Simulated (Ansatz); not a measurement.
## Run report: CH$_{4}$, geometry relaxation (part 3 of 3)

Continued. System: CH$_{4}$ (disordered cell, 40 atoms in the cell). Method: DFT PBE-D3(BJ), scalar-relativistic, plane waves, PAW, no spin polarisation (Ansatz 0.2.0); cutoff 420 eV, 1×1×1 k-mesh, Fermi–Dirac smearing of 0.05 eV. It belongs to a series of runs on one base structure; here: start relaxed.

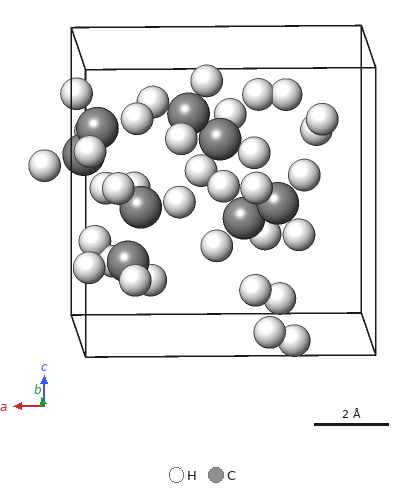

**Figure 1.** The geometry at step 5 of the log (spheres-only view of the cell of the calculation, seen at an oblique angle).

## Trajectory as extended XYZ, continued
```
40
Lattice="7.8730 0.0000 0.0000 0.0000 7.8730 0.0000 0.0000 0.0000 7.8730" Properties=species:S:1:pos:R:3:forces:R:3 step=2 energy=-2522.73429
H     1.5246    7.4706    5.3679   -0.2796   0.0533   0.0363
H     1.7011    6.7689    5.1900   -0.2157  -0.1024   0.0003
H     2.5319    0.0444    7.8701   -0.2604  -0.0345   0.1752
H     3.1880    0.3648    8.0212   -0.1287   0.0625   0.2648
H     7.5459    3.6652    2.9336    0.0101  -0.0027  -0.0481
H     7.0355    3.6658    2.3863   -0.0795   0.0009  -0.1355
H     2.3221    2.5226    6.4399   -0.0618   0.0588   0.0390
H     3.0637    2.6179    6.4550    0.0371   0.0714   0.0254
C     7.3361    3.4940    5.6962    0.0879  -0.0818   0.0078
C     7.7034    2.0844    5.2434    0.0733   0.1397   0.0280
H     7.6234    4.2345    4.9428   -0.0524   0.1150   0.0382
H     6.2563    3.6039    5.8556   -0.0305  -0.0283   0.0430
H     7.8426    3.7578    6.6315    0.0283   0.0695   0.0969
H     7.4222    1.3451    5.9959    0.1860   0.0003  -0.0335
H     7.1740    1.8233    4.3218    0.0537   0.0224  -0.0159
H     8.7749    1.9672    5.0552    0.1135   0.1100  -0.1069
C     4.2779   -0.2655    5.8671    0.0055   0.0323   0.1482
C     5.1023    0.8505    6.4716   -0.0216  -0.1752  -0.0374
H     3.9806   -1.0179    6.6035   -0.0287  -0.0361   0.0624
H     3.3705    0.1556    5.4372   -0.0854  -0.0307  -0.0693
H     4.8072   -0.7817    5.0713    0.0873  -0.0367   0.1111
H     5.3398    1.5991    5.7119   -0.0167   0.0042   0.0163
H     4.5701    1.3723    7.2752   -0.0015   0.0199   0.0881
H     6.0353    0.4645    6.8889    0.0718   0.0473   0.0629
C     6.2677    7.0142    1.6968    0.0462   0.0005   0.0169
C     5.9927    7.3260    3.1573    0.0151  -0.0574  -0.2344
H     7.3295    6.8026    1.5288    0.0885  -0.0424  -0.0916
H     5.6886    6.1429    1.3695   -0.0019  -0.0654  -0.0927
H     5.9852    7.8624    1.0651    0.0252  -0.0061  -0.0570
H     4.9332    7.5514    3.3082   -0.0229   0.0052  -0.1032
H     6.2585    6.4867    3.8120    0.0113  -0.0617  -0.0218
H     6.5602    8.1950    3.5006    0.0343  -0.0072  -0.0169
C     2.2689    4.7842    3.5527    0.1125  -0.0523  -0.0324
C     3.2913    3.6747    3.3369   -0.0240   0.0407  -0.0283
H     1.5419    4.5055    4.3221    0.0332   0.0261   0.0254
H     2.7535    5.7094    3.8802    0.0898   0.0517  -0.0367
H     1.7113    5.0094    2.6361   -0.0174   0.0255  -0.0534
H     4.0279    3.9610    2.5774    0.0736  -0.0272  -0.0662
H     3.8347    3.4541    4.2629    0.0503  -0.0287   0.0237
H     2.8096    2.7468    3.0056   -0.0058  -0.0801  -0.0283
40
Lattice="7.8730 0.0000 0.0000 0.0000 7.8730 0.0000 0.0000 0.0000 7.8730" Properties=species:S:1:pos:R:3:forces:R:3 step=3 energy=-2522.99386
H     1.3931    7.4810    5.3937   -0.1400  -0.1278  -0.0176
H     1.5846    6.7762    5.2158   -0.1802   0.0915   0.0388
H     2.4097    0.0409    7.9985   -0.0050   0.0488   0.1412
H     3.0633    0.3724    8.1710   -0.2221  -0.0411   0.1159
H     7.5203    3.6653    2.8599   -0.1647   0.0018  -0.2165
H     7.0025    3.6672    2.3080    0.1134   0.0037   0.0818
H     2.3125    2.5785    6.4743    0.2120   0.0867   0.0459
H     3.0623    2.6750    6.4839   -0.2169   0.0300   0.0259
C     7.3460    3.5155    5.7223    0.1235   0.0219  -0.0469
C     7.7577    2.1266    5.2361   -0.1257   0.0666  -0.0122
H     7.5964    4.2810    4.9763   -0.0262   0.0572   0.0668
H     6.2612    3.5949    5.8935    0.1059  -0.1063   0.0417
H     7.8572    3.7834    6.6570   -0.0196   0.0468   0.0270
H     7.5186    1.3638    5.9806    0.1043  -0.0242   0.0226
H     7.2052    1.8630    4.3266    0.0767   0.0003  -0.0089
H     8.8272    2.0348    5.0120    0.0242   0.1854  -0.0650
C     4.2889   -0.2907    5.8966   -0.3624  -0.0016   0.2563
C     5.0930    0.8326    6.4957    0.1506   0.0131   0.1305
H     3.9673   -1.0421    6.6263   -0.0119   0.0306   0.1077
H     3.3977    0.1430    5.4514   -0.2990  -0.0971  -0.1592
H     4.8196   -0.8130    5.1128    0.2451  -0.1143  -0.0969
H     5.3100    1.5785    5.7268    0.1107   0.0222   0.0009
H     4.5610    1.3650    7.2962   -0.0242  -0.0965   0.0384
H     6.0296    0.4587    6.9158    0.1374   0.1234   0.0198
C     6.2873    6.9879    1.6555    0.0624  -0.0312  -0.0654
C     5.9978    7.2944    3.1099   -0.0309  -0.0617   0.0600
H     7.3528    6.7763    1.4952    0.0065  -0.0365  -0.0990
H     5.7034    6.1185    1.3224    0.0701   0.0041  -0.0942
H     6.0063    7.8442    1.0315    0.0641  -0.0741  -0.0535
H     4.9368    7.5310    3.2393   -0.0363  -0.0348  -0.0014
H     6.2492    6.4535    3.7745   -0.0428   0.0037  -0.1085
H     6.5618    8.1593    3.4708    0.0659   0.0305  -0.0327
C     2.3093    4.7864    3.5305    0.0079   0.0172   0.0075
C     3.3173    3.6637    3.3163    0.0142  -0.0142  -0.0579
H     1.5903    4.5246    4.3159    0.0333   0.0234  -0.0102
H     2.8082    5.7108    3.8439    0.0632   0.0369  -0.0335
H     1.7359    5.0131    2.6203    0.0470  -0.0210   0.0093
H     4.0546    3.9390    2.5494    0.0168  -0.0668  -0.0053
H     3.8642    3.4444    4.2438    0.0157  -0.0104  -0.0476
H     2.8238    2.7345    2.9950    0.0371   0.0138  -0.0058
40
Lattice="7.8730 0.0000 0.0000 0.0000 7.8730 0.0000 0.0000 0.0000 7.8730" Properties=species:S:1:pos:R:3:forces:R:3 step=4 energy=-2523.22188
H     1.2439    7.4529    5.3889   -0.1002  -0.0511  -0.0067
H     1.4350    6.7500    5.2099   -0.0998   0.0246   0.0145
H     2.3135    0.0240    8.1373   -0.0254   0.0198   0.0853
H     2.9632    0.3570    8.3150   -0.1169  -0.0134   0.0794
H     7.4761    3.6685    2.7424   -0.0890  -0.0002  -0.1216
H     6.9607    3.6646    2.1917    0.0597   0.0041   0.0337
H     2.2997    2.7250    6.6083    0.1131   0.0614   0.0321
H     3.0460    2.8291    6.6103   -0.1141   0.0278   0.0193
C     7.3572    3.5591    5.7317    0.0315   0.0406  -0.0578
C     7.7809    2.1806    5.2286   -0.0659   0.0445  -0.0137
H     7.5679    4.3359    4.9833   -0.0218   0.0180   0.0606
H     6.2759    3.6092    5.9375    0.1248  -0.0756   0.0288
H     7.8876    3.8347    6.6538   -0.0169   0.0365   0.0133
H     7.5842    1.4092    5.9790    0.0756  -0.0030   0.0133
H     7.2113    1.9043    4.3331    0.0490   0.0005  -0.0079
H     8.8469    2.1221    4.9717   -0.0010   0.1334  -0.0325
C     4.2717   -0.3190    5.9410   -0.2865  -0.0042   0.2611
C     5.0715    0.8294    6.5076    0.0773   0.0520   0.1343
H     3.9867   -1.0632    6.6943   -0.0046   0.0262   0.0907
H     3.3566    0.0746    5.5032   -0.2620  -0.0622  -0.1189
H     4.8069   -0.8413    5.1584    0.2194  -0.1405  -0.1519
H     5.2594    1.5741    5.7289    0.0925   0.0343  -0.0220
H     4.5463    1.3526    7.3188   -0.0185  -0.0768   0.0237
H     6.0293    0.4849    6.9074    0.0911   0.0834  -0.0081
C     6.3301    6.9427    1.6236    0.0381  -0.0232  -0.0481
C     6.0103    7.2434    3.0759   -0.0126  -0.0773   0.0653
H     7.3973    6.7262    1.4819    0.0078  -0.0326  -0.0668
H     5.7514    6.0778    1.2697    0.0624   0.0076  -0.0682
H     6.0684    7.8015    0.9947    0.0556  -0.0593  -0.0329
H     4.9475    7.4819    3.1897   -0.0484  -0.0281   0.0102
H     6.2454    6.3963    3.7384   -0.0412   0.0079  -0.0924
H     6.5732    8.1034    3.4518    0.0624   0.0425  -0.0169
C     2.3648    4.7847    3.5003   -0.0013   0.0177   0.0053
C     3.3561    3.6480    3.2778    0.0063  -0.0249  -0.0448
H     1.6512    4.5354    4.2953    0.0230   0.0146  -0.0111
H     2.8787    5.7051    3.8028    0.0454   0.0362  -0.0199
H     1.7838    5.0129    2.5952    0.0375  -0.0183   0.0079
H     4.0885    3.9077    2.5006    0.0061  -0.0523   0.0018
H     3.9119    3.4244    4.1990    0.0170  -0.0106  -0.0339
H     2.8473    2.7234    2.9665    0.0302   0.0197  -0.0043
40
Lattice="7.8730 0.0000 0.0000 0.0000 7.8730 0.0000 0.0000 0.0000 7.8730" Properties=species:S:1:pos:R:3:forces:R:3 step=5 energy=-2523.38924
H     1.0868    7.4198    5.3801   -0.0811   0.0398   0.0094
H     1.2782    6.7199    5.2005   -0.0309  -0.0620  -0.0130
H     2.2113    0.0142    8.2815   -0.0824  -0.0211   0.0364
H     2.8568    0.3482    8.4629   -0.0059   0.0276   0.0685
H     7.4380    3.6724    2.6315    0.0116  -0.0024  -0.0056
H     6.9269    3.6627    2.0821   -0.0244   0.0004  -0.0515
H     2.2919    2.8702    6.7294   -0.0203   0.0312   0.0244
H     3.0333    2.9817    6.7232    0.0254   0.0367   0.0134
C     7.3732    3.6094    5.7377   -0.1172   0.0721  -0.0489
C     7.8123    2.2433    5.2175    0.0596  -0.0032  -0.0073
H     7.5351    4.3978    4.9856   -0.0330  -0.0577   0.0952
H     6.2972    3.6216    5.9860    0.1863  -0.0253  -0.0029
H     7.9259    3.8964    6.6438   -0.0188   0.0272  -0.0119
H     7.6671    1.4634    5.9760    0.0603   0.0611  -0.0404
H     7.2251    1.9489    4.3383    0.0309   0.0076   0.0107
H     8.8739    2.2277    4.9242   -0.0895   0.0547   0.0111
C     4.2406   -0.3515    5.9951   -0.1724   0.0043   0.2657
C     5.0380    0.8269    6.5219   -0.0028   0.0375   0.1005
H     4.0005   -1.0839    6.7794    0.0139   0.0644   0.0075
H     3.2960   -0.0084    5.5650   -0.1017  -0.0279  -0.0246
H     4.7823   -0.8760    5.2149    0.1619  -0.1586  -0.1713
H     5.1962    1.5686    5.7315    0.0399   0.0242  -0.0234
H     4.5208    1.3399    7.3447    0.0011  -0.0300   0.0048
H     6.0199    0.5159    6.8980   -0.0131   0.0339  -0.0465
C     6.3791    6.8933    1.5889    0.0025  -0.0120  -0.0183
C     6.0245    7.1866    3.0395    0.0229  -0.0951   0.0111
H     7.4477    6.6687    1.4687    0.0061  -0.0279  -0.0251
H     5.8061    6.0353    1.2088    0.0516   0.0134  -0.0307
H     6.1428    7.7557    0.9542    0.0425  -0.0403   0.0021
H     4.9602    7.4277    3.1374   -0.0486  -0.0125   0.0016
H     6.2396    6.3307    3.6970   -0.0301   0.0116  -0.0696
H     6.5882    8.0396    3.4324    0.0447   0.0390  -0.0015
C     2.4223    4.7844    3.4716    0.0132   0.0064  -0.0058
C     3.3946    3.6314    3.2405   -0.0026  -0.0250  -0.0301
H     1.7139    4.5491    4.2759    0.0237   0.0106  -0.0121
H     2.9528    5.7002    3.7617    0.0253   0.0221  -0.0120
H     1.8348    5.0133    2.5714    0.0205  -0.0066   0.0001
H     4.1215    3.8724    2.4518   -0.0082  -0.0293   0.0074
H     3.9604    3.4030    4.1542    0.0183  -0.0111  -0.0166
H     2.8683    2.7128    2.9406    0.0208   0.0219  -0.0006
40
Lattice="7.8730 0.0000 0.0000 0.0000 7.8730 0.0000 0.0000 0.0000 7.8730" Properties=species:S:1:pos:R:3:forces:R:3 step=6 energy=-2523.48896
H     0.9412    7.3773    5.3589   -0.0659   0.0852   0.0167
H     1.1383    6.6802    5.1798    0.0109  -0.0996  -0.0258
H     2.1018    0.0118    8.4327   -0.1068  -0.0421   0.0055
H     2.7435    0.3480    8.6186    0.0566   0.0489   0.0566
H     7.4115    3.6684    2.5223    0.0756  -0.0057   0.0696
H     6.9046    3.6542    1.9724   -0.0757  -0.0062  -0.1047
H     2.2966    3.0252    6.8473   -0.1042   0.0089   0.0200
H     3.0346    3.1435    6.8314    0.1112   0.0427   0.0063
C     7.3768    3.6648    5.7441   -0.2730   0.1308  -0.0340
C     7.8369    2.3117    5.2093    0.2125  -0.0833   0.0064
H     7.4860    4.4628    4.9864   -0.0447  -0.1747   0.1763
H     6.3072    3.6369    6.0361    0.3070   0.0230  -0.0583
H     7.9519    3.9684    6.6324   -0.0394   0.0157  -0.0559
H     7.7455    1.5254    5.9776    0.0568   0.1715  -0.1449
H     7.2326    1.9951    4.3476    0.0400   0.0201   0.0492
H     8.8933    2.3395    4.8800   -0.2404  -0.0177   0.0735
C     4.2045   -0.3864    6.0505   -0.1280   0.0096   0.2889
C     4.9953    0.8279    6.5282   -0.0289  -0.0110   0.0642
H     4.0130   -1.1025    6.8702    0.0339   0.1517  -0.1338
H     3.2291   -0.0965    5.6309    0.1280  -0.0103   0.0890
H     4.7503   -0.9170    5.2732    0.1000  -0.1594  -0.1578
H     5.1175    1.5629    5.7216   -0.0207  -0.0187   0.0126
H     4.4893    1.3336    7.3628    0.0212   0.0102  -0.0242
H     6.0032    0.5535    6.8764   -0.1595  -0.0024  -0.0789
C     6.4369    6.8375    1.5601   -0.0282  -0.0079  -0.0083
C     6.0433    7.1212    3.0075    0.0573  -0.1056  -0.0460
H     7.5060    6.5993    1.4656   -0.0198  -0.0209   0.0118
H     5.8667    5.9905    1.1493    0.0547   0.0364   0.0134
H     6.2331    7.7069    0.9219    0.0314  -0.0314   0.0385
H     4.9781    7.3699    3.0854   -0.0266   0.0025  -0.0139
H     6.2315    6.2537    3.6585   -0.0194   0.0302  -0.0638
H     6.6098    7.9638    3.4220    0.0142   0.0157   0.0039
C     2.4836    4.7864    3.4405    0.0323  -0.0046  -0.0123
C     3.4344    3.6150    3.2022   -0.0062  -0.0240  -0.0258
H     1.7806    4.5677    4.2551    0.0331   0.0106  -0.0201
H     3.0321    5.6973    3.7165    0.0010  -0.0105  -0.0138
H     1.8890    5.0157    2.5452    0.0097   0.0044  -0.0028
H     4.1553    3.8349    2.4010   -0.0323  -0.0098   0.0225
H     4.0106    3.3818    4.1083    0.0125  -0.0087  -0.0081
H     2.8887    2.7028    2.9154    0.0200   0.0365   0.0085
40
Lattice="7.8730 0.0000 0.0000 0.0000 7.8730 0.0000 0.0000 0.0000 7.8730" Properties=species:S:1:pos:R:3:forces:R:3 step=7 energy=-2523.56378
H     0.7955    7.3442    5.3040   -0.0019  -0.0575  -0.0198
H     1.0527    6.6580    5.1403   -0.0162   0.0528   0.0103
H     1.9815    0.0446    8.5632   -0.0215  -0.0018   0.0155
H     2.6175    0.4035    8.7370   -0.0068   0.0092   0.0188
H     7.4240    3.6106    2.4395   -0.0033  -0.0100  -0.0117
H     6.9384    3.5988    1.8659    0.0074  -0.0064  -0.0115
H     2.3229    3.1947    6.9502    0.0042   0.0230   0.0140
H     3.0628    3.3154    6.9049   -0.0018   0.0225   0.0049
C     7.3576    3.7082    5.7534   -0.1214   0.1198  -0.0285
C     7.8594    2.3665    5.2294    0.1116  -0.0929   0.0427
H     7.4109    4.4912    4.9793   -0.0332  -0.0919   0.1010
H     6.3057    3.6442    6.0820    0.1501   0.0051  -0.0425
H     7.9466    4.0584    6.6151   -0.0278  -0.0117  -0.0524
H     7.8130    1.5948    6.0124    0.0223   0.0772  -0.0740
H     7.2534    2.0098    4.3848    0.0195   0.0250   0.0390
H     8.9056    2.4222    4.8850   -0.1287   0.0128   0.0346
C     4.1840   -0.4250    6.1179   -0.1955   0.0217   0.1521
C     4.9356    0.8338    6.5390    0.1193  -0.0466  -0.0201
H     4.0254   -1.1055    6.9725    0.0404   0.0869  -0.1307
H     3.1914   -0.1764    5.7107    0.1190  -0.0555   0.0503
H     4.7316   -0.9771    5.3468    0.0203  -0.0273  -0.0122
H     5.0277    1.5460    5.7067   -0.0450  -0.0330   0.0228
H     4.4353    1.3518    7.3688   -0.0040  -0.0134  -0.0279
H     5.9566    0.5916    6.8681   -0.0874   0.0442  -0.0120
C     6.4998    6.7861    1.5294    0.0168  -0.0138  -0.0323
C     6.0558    7.0507    2.9653    0.0245  -0.0534  -0.0042
H     7.5643    6.5133    1.4775   -0.0395  -0.0087   0.0132
H     5.9253    5.9645    1.0759    0.0350   0.0388   0.0122
H     6.3556    7.6741    0.8994    0.0156  -0.0340   0.0428
H     4.9933    7.3239    3.0130    0.0044   0.0124  -0.0248
H     6.1943    6.1623    3.5995    0.0010   0.0392  -0.0345
H     6.6298    7.8704    3.4183   -0.0178  -0.0283   0.0041
C     2.5403    4.7936    3.4021    0.0117  -0.0007   0.0055
C     3.4677    3.6031    3.1684    0.0033  -0.0023  -0.0289
H     1.8377    4.5938    4.2214    0.0091   0.0072  -0.0064
H     3.1035    5.6982    3.6692    0.0068  -0.0179  -0.0180
H     1.9455    5.0251    2.5077    0.0040   0.0055  -0.0075
H     4.1826    3.8033    2.3577   -0.0076  -0.0092   0.0090
H     4.0502    3.3673    4.0698    0.0042  -0.0043  -0.0036
H     2.9032    2.6994    2.8939    0.0091   0.0171   0.0107
```

## Summary

- outcome: converged
- electrons treated: 64
- free energy: −2523.5638 eV
- Fermi energy: −1.588 eV
- final volume: 488.00 Å³
- largest force (length of the vector) at the end: 0.249 eV/Å
- wall time: 24 s
- peak memory: 0.5 GiB

## Remarks

The input asks for low accuracy. The k-point mesh is coarse for a cell of this size, so the results may not be converged.
